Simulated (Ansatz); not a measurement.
# Rh: one change and its effect

System: Rh (5 atoms in the cell).
Method of run A: DFT LDA, scalar-relativistic, plane waves, PAW, no spin polarisation (Ansatz 0.2.0).

The structure derives from a Materials Project entry. Text and figures count atoms from 1; the logs count them from 0 in places.

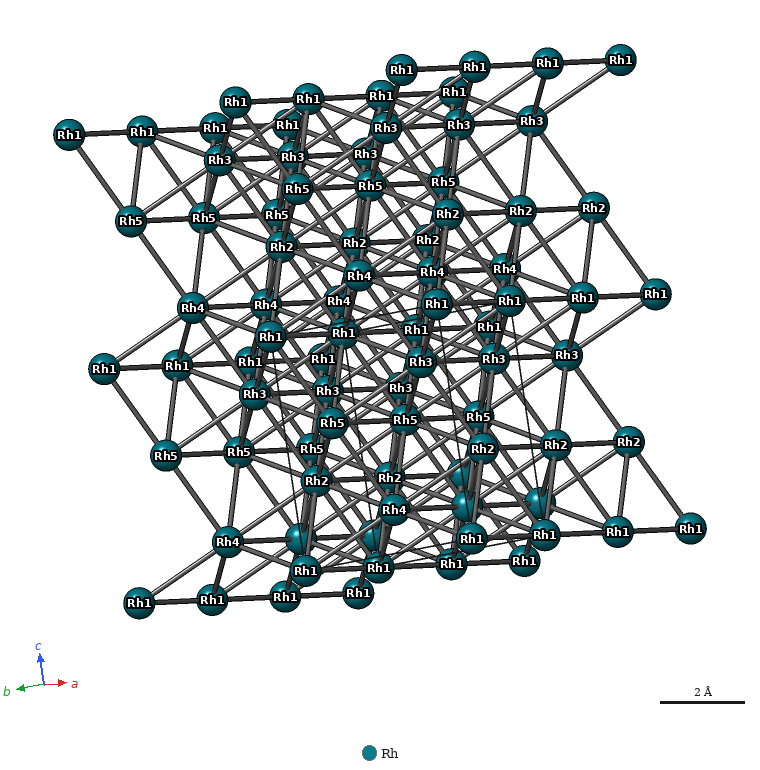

Figure 1. The input geometry (ball-and-stick view of the reduced cell, repeated 3 × 2 × 2, seen at an oblique angle; atoms are numbered from 1 in the order of the input). Near neighbours in the crystal (not all of them lie inside the picture): Rh has 12 Rh at 2.61 to 2.66 Å.

**Input, run A**
```yaml
crystal:
  lattice:
    - [5.8280390761, 0.0, 0.0]
    - [0.0, 5.8280390761, 0.0]
    - [-1.7484117228, -0.5828039076, 1.9182960056]
  atoms:
    - { symbol: Rh, position: [0.0, 0.0, 0.0] }
    - { symbol: Rh, position: [0.2, 0.4, 0.0] }
    - { symbol: Rh, position: [0.4, 0.8, 0.0] }
    - { symbol: Rh, position: [0.6, 0.2, 0.0] }
    - { symbol: Rh, position: [0.8, 0.6, 0.0] }
basis:
  ecutwfc: 420
kpoints:
  mp_grid: { grid: [6, 6, 18] }
hamiltonian:
  xc: lda
scf:
  occupations: { method: gaussian, width: 0.1 }
output:
  forces: true
  stress: true
  eigenvalues: true
relax:
  adjacent_minimum: "off"
  f_tol: 0.01
  max_steps: 50
  cell: { fix: [a, b, gamma], stress_tol: 0.1 }
```

Launched with:
```bash
ansatz run input.yaml --threads 8 --pin off --max-ram 20480MiB --backend cpu --events-out ev --progress --plain --runs-dir out
```

Hardware: 8 threads of Intel Xeon @ 2.70GHz, 189 GiB of memory available, shared host.

**Output, shortened to warnings, some set-up lines, iterations and results (run A)**
```
Basis set: ecut = 420 eV, 1285 PW (Γ)
Symmetry: 10 space group operations
k-points: 328 of 648
Initial density: superposition of atomic densities (neutral atoms: chi_scale 0, normalization atom), corrected by the library's trained network
[...]
SCF iter   1: F=—  HF=-31393.191008 eV  |F-HF|=—  |Δ(HF+E_count)|=         —  Δρ=1.06e-2  dr2=4.14e-2  ethr=1.77e-3  ⟨swp⟩=5.5  Hψ=55089  notcnv=0  defer=25
SCF iter   2: F=—  HF=-31393.183813 eV  |F-HF|=—  |Δ(HF+E_count)|=   7.20e-3  Δρ=5.29e-3  dr2=8.37e-3  ethr=4.87e-5  ⟨swp⟩=2.3  Hψ=25124  notcnv=0  defer=28
SCF iter   3: F=—  HF=-31393.180788 eV  |F-HF|=—  |Δ(HF+E_count)|=   3.02e-3  Δρ=8.22e-4  dr2=1.03e-4  ethr=9.85e-6  ⟨swp⟩=2.0  Hψ=23437  notcnv=0  defer=28
SCF iter   4: F=—  HF=-31393.180774 eV  |F-HF|=—  |Δ(HF+E_count)|=   1.38e-5  Δρ=1.06e-4  dr2=2.80e-6  ethr=1.21e-7  ⟨swp⟩=2.5  Hψ=30080  notcnv=0  defer=28
SCF iter   5: F=—  HF=-31393.180755 eV  |F-HF|=—  |Δ(HF+E_count)|=   1.93e-5  Δρ=2.33e-5  dr2=1.26e-7  ethr=3.29e-9  ⟨swp⟩=2.0  Hψ=19496  notcnv=0  defer=28
[... 23 lines ...]
SCF iter   5: F=-31393.183942 eV  HF=-31393.183942 eV  |F-HF|=1.09e-11  |Δ(HF+E_count)|=  1.09e-11  Δρ=2.92e-8  dr2=4.06e-13  ethr=1.00e-12  ⟨swp⟩=1.0  Hψ=16728  notcnv=0
SCF iter   6: F=-31393.183942 eV  HF=-31393.183942 eV  |F-HF|=0.00e0  |Δ(HF+E_count)|=  1.09e-11  Δρ=6.92e-9  dr2=1.89e-14  ethr=1.00e-12  ⟨swp⟩=1.0  Hψ=16728  notcnv=0
SCF iter   7: F=-31393.183942 eV  HF=-31393.183942 eV  |F-HF|=7.28e-12  |Δ(HF+E_count)|=  7.28e-12  Δρ=2.19e-9  dr2=7.23e-16  ethr=1.00e-12  ⟨swp⟩=1.1  Hψ=34843  notcnv=0
SCF 4 converged in 7 iterations: F = -31393.183942 eV  dr2 = 7.23e-16
relax step   4: F+E_penalty+E_count = -31393.18394185 eV  Δ(F+E_penalty+E_count) = +2.148e-4 eV  max|allowed force component| = 3.813e-27 eV/Å  Δτ_max = 0.0000 Å  P = +6.910 …
basis re-selected at this cell: Δ(F+E_penalty+E_count) = +2.148e-4 eV, ΔP = -0.003 GPa vs the last step (what re-selecting the basis moved, of the pressure what is left beyond the Pulay correction that the steps carried, after the strain that the cell walked since its last selection, with what the …
SCF converged after 7 iterations
Free energy (F): -31393.183942 eV
Harris-Foulkes:  -31393.183942 eV  (|F-HF|=7.28e-12)
Internal energy: -31393.154511 eV  (E = F + TS)
E sigma→0 (E₀):  -31393.169226 eV
Entropy (-TS):   -0.029431 eV (-5.886 meV/atom)
Fermi energy:    23.812982 eV
--- Per-component energies (eV) ---
  E_band       = -321.528435
  E_kinetic    = 2878.022071
  E_local      = -7478.942899  (includes V_loc(G=0)·N_el)
  E_nonlocal   = 1801.240392
  E_hartree    = 2622.774205
  E_xc         = -1107.797774
  E_vxc        = -1396.991136  (∫ρ·V_xc dr)
  E_paw        = -17319.458785  (= ΣΔE_a)
  E_vpaw       = -1370.408970  (= ΣTr[D̂ρ^β])
  E_aug_tail   = 0.003697  (compensation charges beyond the density's cutoff)
  E_ewald      = -12792.107829
  E_core_change = 3.112411  (= ΣΔE_core)
  E_smearing   = -0.029431  (= −TS)
  E_closure    = 0.000000  (closes the sum)
  Σ components = -31393.183942   (vs F -31393.183942, Δ=0.00e0)
--- Forces (eV/Å), atoms counted from 1 ---
  atom   1  Rh     0.00000000     0.00000000     0.00000000
  atom   2  Rh     0.00000000    -0.00000000     0.00000000
  atom   3  Rh     0.00000000    -0.00000000    -0.00000000
  atom   4  Rh     0.00000000    -0.00000000     0.00000000
  atom   5  Rh    -0.00000000     0.00000000    -0.00000000
  max |Σ_I F_I| component: 8.16e-27 eV/Å
--- Stress (GPa, compression-positive) ---
       10.416664       0.069881      -0.001862
        0.069881      10.354386      -0.002213
       -0.001862      -0.002213      -0.042396
  P = ⅓ Tr σ = 6.9096 GPa (69.096 kbar)
--- Relaxed structure (3 steps of the walk, 3 accepted, 1 SCFs on fresh bases) ---
  F+E_penalty+E_count = -31393.18394185 eV   max|allowed force component| = 3.813e-27 eV/Å   (the final SCF, on the basis selected at the relaxed cell)
  cell:  # Å, volume = 64.8041 Å³
    - [5.828039059900253, -1.7834635305303877e-8, -0.00043454055953425766]
    - [-1.7834635305303877e-8, 5.82803905646548, -0.000478394704333151]
    - [-1.7485547449539047, -0.5829613636522124, 1.9080854069127726]
  atoms:
[...]
```

Run B used a changed input.

**The two runs side by side**

| quantity | run A | run B |
| --- | --- | --- |
| outcome | converged | converged |
| free energy per atom (eV) | −6278.6368 | −6274.3145 |
| energy per atom, smearing taken to zero (eV) | −6278.6338 | −6274.3124 |
| gap on the mesh (eV) | 0.00 | 0.00 |
| pressure (GPa) | 6.91 | 6.51 |
| largest force (eV/Å) | 0.000 | 0.000 |
| SCF iterations | 25 | 19 |
| irreducible k-points | 328 | 328 |
| wall time (shared host) | 36 s | 57 s |

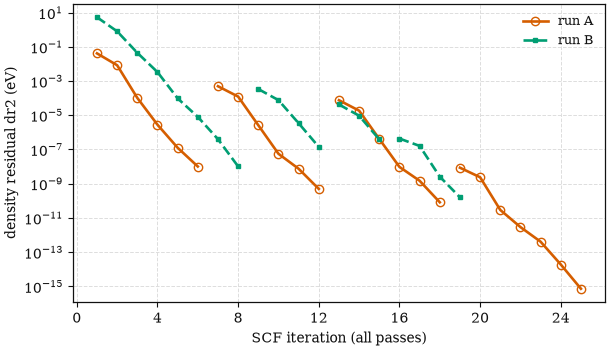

Figure 2. Convergence of the two runs: density residual dr2 against the SCF iteration. A break in a curve parts two SCF passes. Run A takes 25 iterations in all, and run B takes 19.

What was changed in the input?

The change (lines with − go, lines with + come):
```diff
+  hubbard: { sites: [{ species: Rh, l: d, u_eff: 6.0 }], double_counting: fll }
```

The total energies belong to different models, so their difference says nothing on which is more stable or more accurate. The pressure goes from 6.91 to 6.51 GPa. The SCF takes 19 iterations over all geometry steps against 25. On the same kind of shared host run B took about 1.6 times as long. The two runs start from different initial densities, which also moves the count.

**Output, shortened to warnings, some set-up lines, iterations and results (run B)**
```
Basis set: ecut = 420 eV, 1285 PW (Γ)
Symmetry: 10 space group operations
k-points: 328 of 648
Initial density: superposition of atomic densities (chi_scale 0.1, normalization cell)
[...]
SCF iter   1: F=—  HF=-31372.761841 eV  |F-HF|=—  |Δ(HF+E_count)|=         —  Δρ=9.84e-2  dr2=5.36e0  ethr=3.10e-3  ⟨swp⟩=5.4  Hψ=51515  notcnv=0  defer=43
SCF iter   2: F=—  HF=-31371.475991 eV  |F-HF|=—  |Δ(HF+E_count)|=    1.29e0  Δρ=4.43e-2  dr2=7.99e-1  ethr=3.10e-3  ⟨swp⟩=2.0  Hψ=28461  notcnv=0  defer=516
SCF iter   3: F=—  HF=-31371.485747 eV  |F-HF|=—  |Δ(HF+E_count)|=   9.76e-3  Δρ=1.86e-2  dr2=4.46e-2  ethr=9.39e-4  ⟨swp⟩=2.0  Hψ=25835  notcnv=0  defer=516
SCF iter   4: F=—  HF=-31371.566053 eV  |F-HF|=—  |Δ(HF+E_count)|=   8.03e-2  Δρ=4.47e-3  dr2=3.34e-3  ethr=5.25e-5  ⟨swp⟩=3.0  Hψ=37645  notcnv=0  defer=508
SCF iter   5: F=—  HF=-31371.569336 eV  |F-HF|=—  |Δ(HF+E_count)|=   3.28e-3  Δρ=5.91e-4  dr2=9.68e-5  ethr=3.93e-6  ⟨swp⟩=3.0  Hψ=33895  notcnv=0  defer=508
[... 17 lines ...]
SCF iter   2: F=—  HF=-31371.572550 eV  |F-HF|=—  |Δ(HF+E_count)|=   3.00e-7  Δρ=3.43e-5  dr2=1.61e-7  ethr=5.11e-10  ⟨swp⟩=2.7  Hψ=30521  notcnv=0
SCF iter   3: F=—  HF=-31371.572550 eV  |F-HF|=—  |Δ(HF+E_count)|=   8.88e-8  Δρ=4.48e-6  dr2=2.57e-9  ethr=1.89e-10  ⟨swp⟩=2.7  Hψ=32447  notcnv=0
SCF iter   4: F=-31371.572550 eV  HF=-31371.572550 eV  |F-HF|=4.00e-11  |Δ(HF+E_count)|=   2.90e-9  Δρ=1.01e-6  dr2=1.60e-10  ethr=1.00e-12  ⟨swp⟩=5.1  Hψ=64000  notcnv=0
SCF 4 converged in 4 iterations: F = -31371.572550 eV  dr2 = 1.60e-10
relax step   4: F+E_penalty+E_count = -31371.57254988 eV  Δ(F+E_penalty+E_count) = +2.074e-4 eV  max|allowed force component| = 8.886e-28 eV/Å  Δτ_max = 0.0000 Å  P = +6.505 …
basis re-selected at this cell: Δ(F+E_penalty+E_count) = +2.074e-4 eV, ΔP = -0.002 GPa vs the last step (what re-selecting the basis moved, of the pressure what is left beyond the Pulay correction that the steps carried, after the strain that the cell walked since its last selection, with what the …
SCF converged after 4 iterations
Free energy (F): -31371.572550 eV
Harris-Foulkes:  -31371.572550 eV  (|F-HF|=4.00e-11)
Internal energy: -31371.551589 eV  (E = F + TS)
E sigma→0 (E₀):  -31371.562069 eV
Entropy (-TS):   -0.020961 eV (-4.192 meV/atom)
Fermi energy:    22.292553 eV
--- Per-component energies (eV) ---
  E_band       = -373.171217
  E_kinetic    = 2891.971255
  E_local      = -7532.223377  (includes V_loc(G=0)·N_el)
  E_nonlocal   = 1816.477881
  E_hartree    = 2656.682972
  E_xc         = -1107.848648
  E_vxc        = -1397.110578  (∫ρ·V_xc dr)
  E_hubbard    = 20.449425  (on-site DFT+U / exact-exchange correction)
  E_vhub       = -83.327283  (the Hubbard potential's part of the band-sum identity)
  E_paw        = -17327.349430  (= ΣΔE_a)
  E_vpaw       = -1382.329225  (= ΣTr[D̂ρ^β])
  E_aug_tail   = 0.003770  (compensation charges beyond the density's cutoff)
  E_ewald      = -12792.827847
  E_core_change = 3.112411  (= ΣΔE_core)
  E_smearing   = -0.020961  (= −TS)
  E_closure    = 0.000000  (closes the sum)
  Σ components = -31371.572550   (vs F -31371.572550, Δ=0.00e0)
--- Forces (eV/Å), atoms counted from 1 ---
  atom   1  Rh     0.00000000    -0.00000000    -0.00000000
  atom   2  Rh    -0.00000000     0.00000000     0.00000000
  atom   3  Rh     0.00000000    -0.00000000     0.00000000
  atom   4  Rh     0.00000000     0.00000000     0.00000000
  atom   5  Rh     0.00000000    -0.00000000     0.00000000
  max |Σ_I F_I| component: 6.77e-28 eV/Å
--- Stress (GPa, compression-positive) ---
        9.730826       0.001383       0.020247
        0.001384       9.817922      -0.012868
        0.020247      -0.012868      -0.032503
  P = ⅓ Tr σ = 6.5054 GPa (65.054 kbar)
Occupation matrices written to [file]
--- Relaxed structure (3 steps of the walk, 3 accepted, 1 SCFs on fresh bases) ---
  F+E_penalty+E_count = -31371.57254988 eV   max|allowed force component| = 8.886e-28 eV/Å   (the final SCF, on the basis selected at the relaxed cell)
  cell:  # Å, volume = 64.7931 Å³
[...]
```
